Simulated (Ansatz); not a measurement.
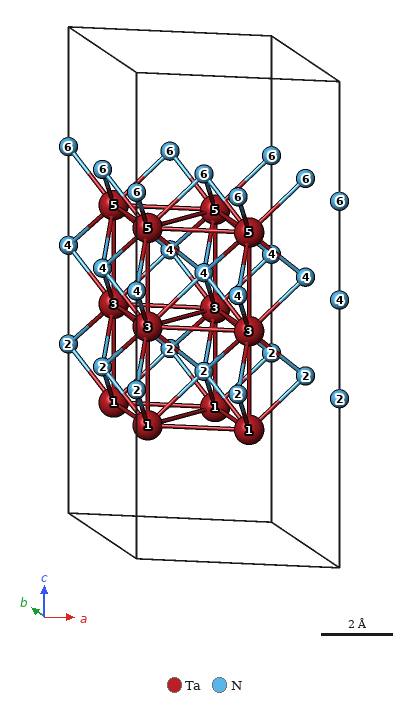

**Figure 1.** The structure as given in the input (ball-and-stick view of the 2 × 2 repeat of the cell, with the vacuum cut short, seen slightly off an axis; atoms are numbered from 1 in the order of the input). An atom can appear more than once, as a periodic image. Near neighbours in the periodic cell (some may lie outside the picture): Ta has 3 N at 2.23 Å and 7 Ta at 2.88 to 2.94 Å; N has 6 Ta at 2.23 Å; Ta has 6 N at 2.23 Å and 8 Ta at 2.88 to 2.94 Å; Ta has 6 N at 2.23 Å and 7 Ta at 2.88 to 2.94 Å; N has 3 Ta at 2.23 Å.

## Geometry relaxation of TaN (part 1 of 3)

System: TaN (slab, 6 atoms in the cell).
Method: DFT r2SCAN, scalar-relativistic, plane waves, PAW, no spin polarisation (Ansatz 0.2.0).

The structure derives from an entry of the Crystallography Open Database. The input holds or restrains some coordinates. Forces given for the steps count only the free coordinates. It belongs to a series of runs on one base structure; here: clean slab, lower half held. Figures and captions count atoms from 1; the log counts them from 0 in places.

## Input
```yaml
crystal:
  lattice:
    - [2.9361543272, 0.0, 0.0]
    - [-1.4680771636, 2.5427842368, 0.0]
    - [0.0, 0.0, 24.2115463819]
  atoms:
    - { symbol: Ta, position: [0.3333333333, 0.6666666667, 0.3510721647] }
    - { symbol: "N", position: [0.0, 0.0, 0.4106432988] }
    - { symbol: Ta, position: [0.3333333333, 0.6666666667, 0.4702144329] }
    - { symbol: "N", position: [0.0, 0.0, 0.5297855671] }
    - { symbol: Ta, position: [0.3333333333, 0.6666666667, 0.5893567012] }
    - { symbol: "N", position: [0.0, 0.0, 0.6489278353] }
basis:
  ecutwfc: 500
kpoints:
  mp_grid: { grid: [12, 12, 1] }
hamiltonian:
  xc: r2scan
scf:
  occupations: { method: gaussian, width: 0.1 }
output:
  forces: true
  eigenvalues: true
  write_density: true
  write_potential: true
  elf: true
  volumetric_format: npy
relax:
  adjacent_minimum: "off"
  f_tol: 0.03
  max_steps: 70
  constraints: [{ sites: [0, 1, 2] }]
efield:
  axis: 3
  dipole_correction: true
  ramp_width: 0.04
```

Hardware: 2 threads of AMD EPYC (Zen 5), 32 GiB of memory available, shared host.

Command:
```bash
ansatz run input.yaml --threads 2 --pin off --max-ram 5120MiB --backend cpu --events-out ev --progress --plain --runs-dir out
```

## What the program printed
```
Engine: ansatz 0.2.0, x86_64-unknown-linux-gnu
Pseudopotentials: kind: paw
Pseudopotential: Ta, paw, valence charge 13, recommended cutoff 500 eV (meta_gga), Ta.paw.azcp
Pseudopotential: N, paw, valence charge 5, recommended cutoff 500 eV (meta_gga), N.paw.azcp
Functional definition: r2SCAN
  parameter k0 = 0.174
  parameter k1 = 0.065
  parameter a1 = 4.9479
  exchange = r2scan_x(k0 = k0, k1 = k1, a1 = a1)
  correlation = r2scan_c
Crystal: 6 atoms, lattice volume = 180.764 Å³
Basis set: ecut = 500 eV, 4661 PW (Γ), exchange–correlation on 96×96×720 points (64 copies of the dense FFT grid, shifted against one another)
Bands: 33, of which v1, the nominal top of the filled ones, is band 27 counted from 1 (26 counted from 0)
Symmetry: 6 space group operations
Space group: P3m1 (ITA 156), of the structure as read, at distance tolerance 5.7e-5 Å
k-points: 19 of 144 (time reversal used)
Non-local potential: Ta, projectors of the file, l = 0: 3, l = 1: 2, l = 2: 2, l = 3: 1
Non-local potential: N, projectors of the file, l = 0: 2, l = 1: 2, l = 2: 1
PAW form: soft (Blöchl's): semilocal exchange-correlation on the pseudo side does not see the compensation charge
PAW frozen core: Ta, regenerated for the run's functional (the file was generated under x = pbe(κ = 0.804, μ = 0.2195149727645171), c = pbe(β = 0.06672455060314922))
PAW frozen core: N, regenerated for the run's functional (the file was generated under x = pbe(κ = 0.804, μ = 0.2195149727645171), c = pbe(β = 0.06672455060314922))
PAW one-centre angular grid: Ta, 590 points (default); XC on 160 Gauss nodes
PAW one-centre angular grid: N, 302 points (default); XC on 160 Gauss nodes
Initial density: superposition of atomic densities (neutral atoms: chi_scale 0, normalization atom), corrected by the library's trained network
Initial wavefunctions: pseudopotential atomic-orbital guess
Functional: x = r2scan, c = r2scan; τ floored in thin density (d = 2e-4 eV/Å³)
SCF iter   1: F=—  HF=-30989.938675 eV  |F-HF|=—  |Δ(HF+E_count)|=         —  Δρ=1.82e-2  dr2=2.05e1  dr2_τ=3.62e-1  ethr=1.77e-3  p=-0.079 e·Å  D=-7.89e-2 V/Å  ΔV_dip=1.91 eV  dr2_dipole=1.00e1  V_vac-E_F(+/−)=7.71/5.80 eV  ⟨swp⟩=8.6  Hψ=3427  notcnv=0
efield: sawtooth ramp at fractional position 0.9800 (placed from the atoms, in the widest stretch of the axis that holds none; the zero of the levels goes with the place), width 0.0400; the density the first Hamiltonian is built on has a dipole p = -0.079 e·Å; the dipole correction subtracts the counter field D = -7.89e-2 V/Å, which shifts the + side's vacuum level by +1.91 eV against the − side's; the planar-averaged density in the ramp window peaks in size at 6.2e-5 e/Å³
preconditioner: auto → LDOS  [metal: Δε(μ)=0.077 eV  Ē_g=8.964 eV  σ=0.100 eV  W_gap=0.39  n_scr=16 (ndim 8)  ℏωp=15.1 eV  f_vac=0.562  D(μ)=3.70/eV (n_scr^D=14)  β→1.0]
SCF iter   2: F=—  HF=-30989.962607 eV  |F-HF|=—  |Δ(HF+E_count)|=   2.39e-2  Δρ=8.97e-3  dr2=3.33e0  dr2_τ=9.85e-2  ethr=1.77e-3  p=-0.119 e·Å  D=-1.19e-1 V/Å  ΔV_dip=2.89 eV  dr2_dipole=1.59e0  V_vac-E_F(+/−)=7.92/5.03 eV  ⟨swp⟩=3.1  Hψ=1062  notcnv=0  defer=23
SCF iter   3: F=—  HF=-30989.949740 eV  |F-HF|=—  |Δ(HF+E_count)|=   1.29e-2  Δρ=2.76e-3  dr2=3.06e-1  dr2_τ=2.03e-3  ethr=1.77e-3  p=-0.113 e·Å  D=-1.13e-1 V/Å  ΔV_dip=2.73 eV  dr2_dipole=1.38e-1  V_vac-E_F(+/−)=7.91/5.18 eV  ⟨swp⟩=2.0  Hψ=730  notcnv=0  defer=23
SCF iter   4: F=—  HF=-30989.947695 eV  |F-HF|=—  |Δ(HF+E_count)|=   2.05e-3  Δρ=1.17e-3  dr2=4.19e-2  dr2_τ=6.90e-5  ethr=5.66e-4  p=-0.112 e·Å  D=-1.12e-1 V/Å  ΔV_dip=2.72 eV  dr2_dipole=1.90e-2  V_vac-E_F(+/−)=7.89/5.18 eV  ⟨swp⟩=1.3  Hψ=735  notcnv=0  defer=23
SCF iter   5: F=—  HF=-30989.947038 eV  |F-HF|=—  |Δ(HF+E_count)|=   6.57e-4  Δρ=4.20e-4  dr2=8.02e-3  dr2_τ=5.73e-5  ethr=7.75e-5  p=-0.113 e·Å  D=-1.13e-1 V/Å  ΔV_dip=2.73 eV  dr2_dipole=3.49e-3  V_vac-E_F(+/−)=7.89/5.16 eV  ⟨swp⟩=1.8  Hψ=806  notcnv=0  defer=22
SCF iter   6: F=—  HF=-30989.946892 eV  |F-HF|=—  |Δ(HF+E_count)|=   1.47e-4  Δρ=1.54e-4  dr2=1.31e-3  dr2_τ=1.07e-6  ethr=1.49e-5  p=-0.113 e·Å  D=-1.13e-1 V/Å  ΔV_dip=2.73 eV  dr2_dipole=5.59e-4  V_vac-E_F(+/−)=7.89/5.15 eV  ⟨swp⟩=1.2  Hψ=644  notcnv=0  defer=22
SCF iter   7: F=—  HF=-30989.946900 eV  |F-HF|=—  |Δ(HF+E_count)|=   8.74e-6  Δρ=3.43e-5  dr2=2.69e-5  dr2_τ=8.22e-8  ethr=2.42e-6  p=-0.113 e·Å  D=-1.13e-1 V/Å  ΔV_dip=2.74 eV  dr2_dipole=7.16e-6  V_vac-E_F(+/−)=7.88/5.15 eV  ⟨swp⟩=1.1  Hψ=620  notcnv=0  defer=22
SCF iter   8: F=-30989.946911 eV  HF=-30989.946912 eV  |F-HF|=8.91e-7  |Δ(HF+E_count)|=   1.20e-5  Δρ=2.39e-5  dr2=1.52e-6  dr2_τ=1.81e-7  ethr=4.17e-8  p=-0.113 e·Å  D=-1.13e-1 V/Å  ΔV_dip=2.74 eV  dr2_dipole=5.51e-8  V_vac-E_F(+/−)=7.88/5.15 eV  ⟨swp⟩=25.4  Hψ=8112  notcnv=0
SCF 1 converged in 8 iterations: F = -30989.946911 eV  dr2 = 1.52e-6
  greatest PAW one-centre occupation: 0.998 electrons in one spin orbital (limit 2), on the Ta atom at site 4 (counted from 0), in its partial waves of l = 0
relax step   1: F+E_penalty+E_count = -30989.94691139 eV  Δ(F+E_penalty+E_count) = +0.000e0 eV  max|allowed force component| = 7.700e0 eV/Å  Δτ_max = 0.0000 Å  (8 SCF iters, dr2 threshold 2.25e-5 eV, accepted)
Initial density: handed on by an earlier stage of this run
Initial wavefunctions: those handed on with the density
SCF iter   1: F=—  HF=-30991.003821 eV  |F-HF|=—  |Δ(HF+E_count)|=         —  Δρ=1.83e-2  dr2=2.38e0  dr2_τ=2.58e0  ethr=3.10e-3  p=-0.113 e·Å  D=-1.13e-1 V/Å  ΔV_dip=2.74 eV  dr2_dipole=9.20e-1  V_vac-E_F(+/−)=7.72/4.98 eV  ⟨swp⟩=6.2  Hψ=2522  notcnv=0  defer=15
efield: sawtooth ramp at fractional position 0.9800 (handed on by an earlier solve), width 0.0400; the density the first Hamiltonian is built on has a dipole p = -0.113 e·Å; the dipole correction subtracts the counter field D = -1.13e-1 V/Å, which shifts the + side's vacuum level by +2.74 eV against the − side's; the planar-averaged density in the ramp window peaks in size at 1.6e-6 e/Å³
preconditioner: auto → LDOS  [metal: Δε(μ)=0.037 eV  Ē_g=9.170 eV  σ=0.100 eV  W_gap=0.20  n_scr=16 (ndim 8)  ℏωp=15.1 eV  f_vac=0.566  D(μ)=3.07/eV (n_scr^D=12)  β→1.0]
SCF iter   2: F=—  HF=-30991.496167 eV  |F-HF|=—  |Δ(HF+E_count)|=   4.92e-1  Δρ=7.09e-3  dr2=8.95e-2  dr2_τ=2.08e-2  ethr=3.10e-3  p=-0.048 e·Å  D=-4.78e-2 V/Å  ΔV_dip=1.16 eV  dr2_dipole=1.66e-4  V_vac-E_F(+/−)=6.28/5.12 eV  ⟨swp⟩=2.6  Hψ=1127  notcnv=0  defer=25
SCF iter   3: F=—  HF=-30991.506229 eV  |F-HF|=—  |Δ(HF+E_count)|=   1.01e-2  Δρ=2.40e-3  dr2=3.06e-2  dr2_τ=7.32e-4  ethr=1.66e-4  p=-0.064 e·Å  D=-6.40e-2 V/Å  ΔV_dip=1.55 eV  dr2_dipole=6.12e-3  V_vac-E_F(+/−)=6.68/5.13 eV  ⟨swp⟩=2.4  Hψ=1116  notcnv=0  defer=25
SCF iter   4: F=—  HF=-30991.504394 eV  |F-HF|=—  |Δ(HF+E_count)|=   1.83e-3  Δρ=8.98e-4  dr2=1.03e-2  dr2_τ=1.34e-4  ethr=5.67e-5  p=-0.064 e·Å  D=-6.42e-2 V/Å  ΔV_dip=1.55 eV  dr2_dipole=4.31e-3  V_vac-E_F(+/−)=6.69/5.14 eV  ⟨swp⟩=2.0  Hψ=823  notcnv=0  defer=25
SCF iter   5: F=—  HF=-30991.504190 eV  |F-HF|=—  |Δ(HF+E_count)|=   2.04e-4  Δρ=3.55e-4  dr2=2.66e-3  dr2_τ=9.21e-6  ethr=1.90e-5  p=-0.063 e·Å  D=-6.26e-2 V/Å  ΔV_dip=1.51 eV  dr2_dipole=1.16e-3  V_vac-E_F(+/−)=6.66/5.14 eV  ⟨swp⟩=1.5  Hψ=641  notcnv=0  defer=25
SCF iter   6: F=—  HF=-30991.504129 eV  |F-HF|=—  |Δ(HF+E_count)|=   6.18e-5  Δρ=1.60e-4  dr2=4.27e-4  dr2_τ=1.76e-6  ethr=4.92e-6  p=-0.062 e·Å  D=-6.20e-2 V/Å  ΔV_dip=1.50 eV  dr2_dipole=2.12e-4  V_vac-E_F(+/−)=6.65/5.15 eV  ⟨swp⟩=1.9  Hψ=794  notcnv=0  defer=25
SCF iter   7: F=-30991.504135 eV  HF=-30991.504146 eV  |F-HF|=1.13e-5  |Δ(HF+E_count)|=   1.75e-5  Δρ=5.35e-5  dr2=1.17e-5  dr2_τ=1.17e-6  ethr=1.85e-7  p=-0.061 e·Å  D=-6.12e-2 V/Å  ΔV_dip=1.48 eV  dr2_dipole=2.27e-6  V_vac-E_F(+/−)=6.63/5.15 eV  ⟨swp⟩=25.3  Hψ=8125  notcnv=0
SCF 2 converged in 7 iterations: F = -30991.504135 eV  dr2 = 1.17e-5
relax step   2: F+E_penalty+E_count = -30991.50413479 eV  Δ(F+E_penalty+E_count) = -1.557e0 eV  max|allowed force component| = 1.465e0 eV/Å  Δτ_max = 0.1947 Å  (7 SCF iters, dr2 threshold 1.00e-4 eV, accepted)
iter 1 solved again at ethr=4.75e-4 eV; its pass at ethr=3.10e-3 eV (dr2=2.56e-1 eV) is discarded
SCF iter   1: F=—  HF=-30991.118520 eV  |F-HF|=—  |Δ(HF+E_count)|=         —  Δρ=1.12e-2  dr2=2.62e-1  dr2_τ=1.89e0  ethr=4.75e-4  p=-0.061 e·Å  D=-6.12e-2 V/Å  ΔV_dip=1.48 eV  dr2_dipole=1.12e-3  V_vac-E_F(+/−)=6.65/5.17 eV  ⟨swp⟩=1.6  Hψ=3107  notcnv=0  defer=16
efield: sawtooth ramp at fractional position 0.9800 (handed on by an earlier solve), width 0.0400; the density the first Hamiltonian is built on has a dipole p = -0.061 e·Å; the dipole correction subtracts the counter field D = -6.12e-2 V/Å, which shifts the + side's vacuum level by +1.48 eV against the − side's; the planar-averaged density in the ramp window peaks in size at 1.3e-6 e/Å³
preconditioner: auto → LDOS  [insulator: Δε(μ)=0.123 eV  Ē_g=9.369 eV  σ=0.100 eV  W_gap=0.50  n_scr=16 (ndim 8)  ℏωp=15.1 eV  f_vac=0.576  D(μ)=2.77/eV (n_scr^D=12)  ε∞_Penn≈3.6  β→1.0]
SCF iter   2: F=—  HF=-30991.582556 eV  |F-HF|=—  |Δ(HF+E_count)|=   4.64e-1  Δρ=5.88e-3  dr2=6.67e-2  dr2_τ=4.38e-3  ethr=4.75e-4  p=-0.033 e·Å  D=-3.30e-2 V/Å  ΔV_dip=0.80 eV  dr2_dipole=1.81e-3  V_vac-E_F(+/−)=5.95/5.15 eV  ⟨swp⟩=3.1  Hψ=1346  notcnv=0  defer=16
SCF iter   3: F=—  HF=-30991.567862 eV  |F-HF|=—  |Δ(HF+E_count)|=   1.47e-2  Δρ=1.15e-3  dr2=3.70e-3  dr2_τ=3.87e-4  ethr=1.23e-4  p=-0.047 e·Å  D=-4.69e-2 V/Å  ΔV_dip=1.13 eV  dr2_dipole=1.27e-3  V_vac-E_F(+/−)=6.29/5.16 eV  ⟨swp⟩=2.4  Hψ=1082  notcnv=0  defer=24
SCF iter   4: F=—  HF=-30991.568310 eV  |F-HF|=—  |Δ(HF+E_count)|=   4.48e-4  Δρ=5.84e-4  dr2=7.20e-4  dr2_τ=1.08e-4  ethr=6.85e-6  p=-0.049 e·Å  D=-4.94e-2 V/Å  ΔV_dip=1.20 eV  dr2_dipole=1.22e-5  V_vac-E_F(+/−)=6.35/5.15 eV  ⟨swp⟩=3.5  Hψ=1353  notcnv=0  defer=24
SCF iter   5: F=—  HF=-30991.568242 eV  |F-HF|=—  |Δ(HF+E_count)|=   6.80e-5  Δρ=2.85e-4  dr2=1.87e-4  dr2_τ=3.71e-5  ethr=1.33e-6  p=-0.050 e·Å  D=-5.00e-2 V/Å  ΔV_dip=1.21 eV  dr2_dipole=1.27e-5  V_vac-E_F(+/−)=6.36/5.15 eV  ⟨swp⟩=2.1  Hψ=910  notcnv=0  defer=24
SCF iter   6: F=-30991.568189 eV  HF=-30991.568215 eV  |F-HF|=2.65e-5  |Δ(HF+E_count)|=   2.68e-5  Δρ=8.04e-5  dr2=2.56e-5  dr2_τ=3.73e-7  ethr=1.85e-7  p=-0.050 e·Å  D=-5.01e-2 V/Å  ΔV_dip=1.21 eV  dr2_dipole=7.44e-6  V_vac-E_F(+/−)=6.37/5.15 eV  ⟨swp⟩=23.7  Hψ=7771  notcnv=0
SCF 3 converged in 6 iterations: F = -30991.568189 eV  dr2 = 2.56e-5
relax step   3: F+E_penalty+E_count = -30991.56818879 eV  Δ(F+E_penalty+E_count) = -6.405e-2 eV  max|allowed force component| = 5.341e-1 eV/Å  Δτ_max = 0.1955 Å  (6 SCF iters, dr2 threshold 1.00e-4 eV, accepted)
SCF iter   1: F=—  HF=-30991.554407 eV  |F-HF|=—  |Δ(HF+E_count)|=         —  Δρ=4.26e-3  dr2=6.59e-2  dr2_τ=3.08e-1  ethr=6.24e-4  p=-0.050 e·Å  D=-5.01e-2 V/Å  ΔV_dip=1.21 eV  dr2_dipole=7.51e-3  V_vac-E_F(+/−)=6.35/5.14 eV  ⟨swp⟩=4.5  Hψ=1587  notcnv=0  defer=22
efield: sawtooth ramp at fractional position 0.9800 (handed on by an earlier solve), width 0.0400; the density the first Hamiltonian is built on has a dipole p = -0.050 e·Å; the dipole correction subtracts the counter field D = -5.01e-2 V/Å, which shifts the + side's vacuum level by +1.21 eV against the − side's; the planar-averaged density in the ramp window peaks in size at 7.3e-7 e/Å³
preconditioner: auto → LDOS  [insulator: Δε(μ)=0.138 eV  Ē_g=9.308 eV  σ=0.100 eV  W_gap=0.54  n_scr=16 (ndim 8)  ℏωp=15.1 eV  f_vac=0.571  D(μ)=2.76/eV (n_scr^D=12)  ε∞_Penn≈3.6  β→1.0]
SCF iter   2: F=—  HF=-30991.591380 eV  |F-HF|=—  |Δ(HF+E_count)|=   3.70e-2  Δρ=1.83e-3  dr2=1.64e-2  dr2_τ=8.73e-4  ethr=1.22e-4  p=-0.054 e·Å  D=-5.43e-2 V/Å  ΔV_dip=1.31 eV  dr2_dipole=3.49e-3  V_vac-E_F(+/−)=6.47/5.16 eV  ⟨swp⟩=2.8  Hψ=1354  notcnv=0  defer=23
SCF iter   3: F=—  HF=-30991.590136 eV  |F-HF|=—  |Δ(HF+E_count)|=   1.24e-3  Δρ=4.08e-4  dr2=2.07e-4  dr2_τ=6.10e-5  ethr=3.04e-5  p=-0.052 e·Å  D=-5.17e-2 V/Å  ΔV_dip=1.25 eV  dr2_dipole=2.79e-6  V_vac-E_F(+/−)=6.40/5.15 eV  ⟨swp⟩=2.0  Hψ=811  notcnv=0  defer=23
SCF iter   4: F=—  HF=-30991.590286 eV  |F-HF|=—  |Δ(HF+E_count)|=   1.50e-4  Δρ=1.67e-4  dr2=8.48e-5  dr2_τ=7.27e-6  ethr=3.83e-7  p=-0.052 e·Å  D=-5.19e-2 V/Å  ΔV_dip=1.26 eV  dr2_dipole=1.52e-5  V_vac-E_F(+/−)=6.41/5.15 eV  ⟨swp⟩=3.1  Hψ=1337  notcnv=0  defer=23
SCF iter   5: F=—  HF=-30991.590281 eV  |F-HF|=—  |Δ(HF+E_count)|=   5.32e-6  Δρ=6.64e-5  dr2=2.69e-5  dr2_τ=1.29e-6  ethr=1.57e-7  p=-0.052 e·Å  D=-5.17e-2 V/Å  ΔV_dip=1.25 eV  dr2_dipole=7.90e-6  V_vac-E_F(+/−)=6.40/5.15 eV  ⟨swp⟩=2.0  Hψ=875  notcnv=0  defer=23
SCF iter   6: F=-30991.590271 eV  HF=-30991.590280 eV  |F-HF|=8.91e-6  |Δ(HF+E_count)|=   6.52e-7  Δρ=2.62e-5  dr2=7.41e-6  dr2_τ=1.64e-7  ethr=3.30e-8  p=-0.052 e·Å  D=-5.16e-2 V/Å  ΔV_dip=1.25 eV  dr2_dipole=2.69e-6  V_vac-E_F(+/−)=6.40/5.15 eV  ⟨swp⟩=24.6  Hψ=7664  notcnv=0
SCF 4 converged in 6 iterations: F = -30991.590271 eV  dr2 = 7.41e-6
  Residual-converged pass: ⟨swp⟩=1.0  Hψ=703  notcnv=0  max |occ|·‖R‖ = 7.0e-9 eV (tolerance 1.0e-8 eV)  dr2=7.41e-6  dr2_τ=1.64e-7  dr2_onsite=3.29e-8  max |Δocc| = 6.4e-11
relax step   4: F+E_penalty+E_count = -30991.59027100 eV  Δ(F+E_penalty+E_count) = -2.208e-2 eV  max|allowed force component| = 7.427e-2 eV/Å  Δτ_max = 0.0669 Å  (6 SCF iters, dr2 threshold 1.78e-5 eV, accepted)
SCF iter   1: F=—  HF=-30991.590547 eV  |F-HF|=—  |Δ(HF+E_count)|=         —  Δρ=1.79e-4  dr2=1.15e-4  dr2_τ=2.64e-4  ethr=1.37e-6  p=-0.052 e·Å  D=-5.16e-2 V/Å  ΔV_dip=1.25 eV  dr2_dipole=4.24e-7  V_vac-E_F(+/−)=6.40/5.15 eV  ⟨swp⟩=2.0  Hψ=1196  notcnv=0
efield: sawtooth ramp at fractional position 0.9800 (handed on by an earlier solve), width 0.0400; the density the first Hamiltonian is built on has a dipole p = -0.052 e·Å; the dipole correction subtracts the counter field D = -5.16e-2 V/Å, which shifts the + side's vacuum level by +1.25 eV against the − side's; the planar-averaged density in the ramp window peaks in size at 7.5e-7 e/Å³
preconditioner: auto → LDOS  [insulator: Δε(μ)=0.129 eV  Ē_g=9.302 eV  σ=0.100 eV  W_gap=0.54  n_scr=16 (ndim 8)  ℏωp=15.1 eV  f_vac=0.571  D(μ)=2.85/eV (n_scr^D=12)  ε∞_Penn≈3.6  β→1.0]
SCF iter   2: F=—  HF=-30991.590572 eV  |F-HF|=—  |Δ(HF+E_count)|=   2.51e-5  Δρ=9.39e-5  dr2=7.02e-5  dr2_τ=3.35e-6  ethr=2.12e-7  p=-0.052 e·Å  D=-5.20e-2 V/Å  ΔV_dip=1.26 eV  dr2_dipole=1.21e-5  V_vac-E_F(+/−)=6.41/5.15 eV  ⟨swp⟩=2.9  Hψ=1326  notcnv=0
SCF iter   3: F=—  HF=-30991.590456 eV  |F-HF|=—  |Δ(HF+E_count)|=   1.16e-4  Δρ=2.30e-5  dr2=3.50e-6  dr2_τ=1.39e-7  ethr=1.30e-7  p=-0.052 e·Å  D=-5.19e-2 V/Å  ΔV_dip=1.26 eV  dr2_dipole=1.17e-6  V_vac-E_F(+/−)=6.41/5.15 eV  ⟨swp⟩=2.0  Hψ=815  notcnv=0
SCF iter   4: F=—  HF=-30991.590456 eV  |F-HF|=—  |Δ(HF+E_count)|=   5.70e-7  Δρ=2.41e-5  dr2=1.59e-6  dr2_τ=1.84e-7  ethr=6.48e-9  p=-0.052 e·Å  D=-5.20e-2 V/Å  ΔV_dip=1.26 eV  dr2_dipole=1.79e-7  V_vac-E_F(+/−)=6.41/5.15 eV  ⟨swp⟩=2.4  Hψ=968  notcnv=0
SCF iter   5: F=-30991.590456 eV  HF=-30991.590456 eV  |F-HF|=8.91e-8  |Δ(HF+E_count)|=   2.34e-7  Δρ=4.33e-6  dr2=9.28e-8  dr2_τ=5.05e-9  ethr=1.85e-10  p=-0.052 e·Å  D=-5.20e-2 V/Å  ΔV_dip=1.26 eV  dr2_dipole=2.03e-8  V_vac-E_F(+/−)=6.41/5.15 eV  ⟨swp⟩=18.2  Hψ=6472  notcnv=0
SCF 5 converged in 5 iterations: F = -30991.590456 eV  dr2 = 9.28e-8
relax step   5: F+E_penalty+E_count = -30991.59045617 eV  Δ(F+E_penalty+E_count) = -1.852e-4 eV  max|allowed force component| = 3.065e-2 eV/Å  Δτ_max = 0.0026 Å  (5 SCF iters, accepted)
```
